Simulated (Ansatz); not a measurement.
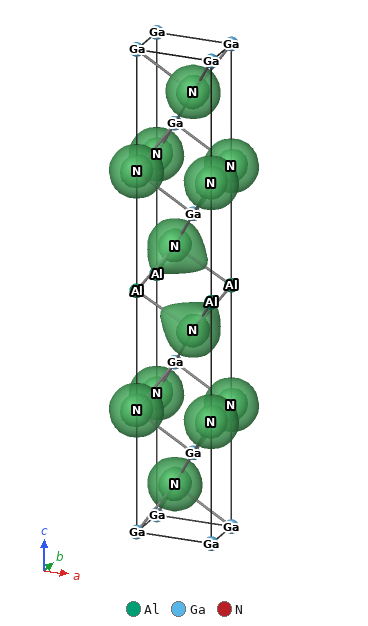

Figure. AlGa5N6. Isosurface of the ELF at 0.75 (green), seen slightly off an axis. Core shells and regions of very low density are left out. Sticks mark near contacts.

Space group P-3m1; a structure generated by program, which may or may not match a known phase.

All numbers below come from Ansatz, DFT PBE, scalar-relativistic, plane waves, PAW.

Core electrons are frozen (PAW), and the valence fields are smoothed inside the atomic spheres.

Input file:

```
crystal:
  lattice:
    - [2.9949125267, 0.0, 0.0]
    - [-1.4974562633, 2.5936703302, 0.0]
    - [0.0, 0.0, 14.6813114091]
  atoms:
    - { symbol: Al, position: [0.0, 0.0, 0.5] }
    - { symbol: Ga, position: [0.6666666667, 0.3333333333, 0.6634878511] }
    - { symbol: Ga, position: [0.3333333333, 0.6666666667, 0.8317847049] }
    - { symbol: Ga, position: [0.0, 0.0, 0.0] }
    - { symbol: Ga, position: [0.6666666667, 0.3333333333, 0.1682152951] }
    - { symbol: Ga, position: [0.3333333333, 0.6666666667, 0.3365121489] }
    - { symbol: "N", position: [0.0, 0.0, 0.7475375694] }
    - { symbol: "N", position: [0.6666666667, 0.3333333333, 0.9158691571] }
    - { symbol: "N", position: [0.3333333333, 0.6666666667, 0.0841308429] }
    - { symbol: "N", position: [0.0, 0.0, 0.2524624306] }
    - { symbol: "N", position: [0.6666666667, 0.3333333333, 0.422002081] }
    - { symbol: "N", position: [0.3333333333, 0.6666666667, 0.577997919] }
basis:
  ecutwfc: 420
kpoints:
  mp_grid: { grid: [12, 12, 2] }
  band_path:
    path:
      - [[0.0, 0.0, 0.0], [0.5, 0.0, 0.0], [0.33333333, 0.33333333, 0.0], [0.0, 0.0, 0.0], [0.0, 0.0, 0.5], [0.5, 0.0, 0.5], [0.33333333, 0.33333333, 0.5], [0.0, 0.0, 0.5]]
      - [[0.5, 0.0, 0.5], [0.5, 0.0, 0.0]]
      - [[0.33333333, 0.33333333, 0.5], [0.33333333, 0.33333333, 0.0]]
    npoints: 10
hamiltonian:
  xc: pbe
scf:
  occupations: { method: gaussian, width: 0.02 }
  n_extra_bands: 30
output:
  forces: true
  stress: true
  eigenvalues: true
  populations: true
  dos: { projected: true, de: 0.02, nscf_kmesh: { grid: [18, 18, 3] } }
  bader: false
  write_density: true
  write_potential: true
  elf: true
  volumetric_format: npy
```

Run with:

```sh
ansatz run input.yaml --threads 1 --pin off --max-ram 2560MiB --backend cpu --events-out ev --progress --plain --runs-dir out
```

Below, planes, directions and counts refer to the conventional cell (a = 2.99 Å, b = 2.99 Å, c = 14.68 Å, α = 90.00°, β = 90.00°, γ = 120.00°).

Q: Identify the bonds, lone pairs and shells in this picture.

A: At this value the surface marks out two regions on N in which the atom's valence shell and bonds are merged and four regions wrapped around N (the valence shell of each), counted in one cell of 12 atoms. Any copies at cell faces, edges or corners count once. Along the contacts the grid gives the following. Al–N (2.07 Å): the ELF peaks at about 0.85 in the valence shell of N, 0.8 Å from its nucleus, and is about 0.80 at the midpoint. Ga–N (2.12 Å): the ELF peaks at about 0.85 in the valence shell of N, 0.7 Å from its nucleus, and is about 0.35 at the midpoint.

Q: Does the calculation make it a metal, or give it a gap?

A: It is gapped, with a Kohn–Sham gap of 0.85 eV on the k-point mesh (the band edges may lie off the mesh, which would make the gap smaller).
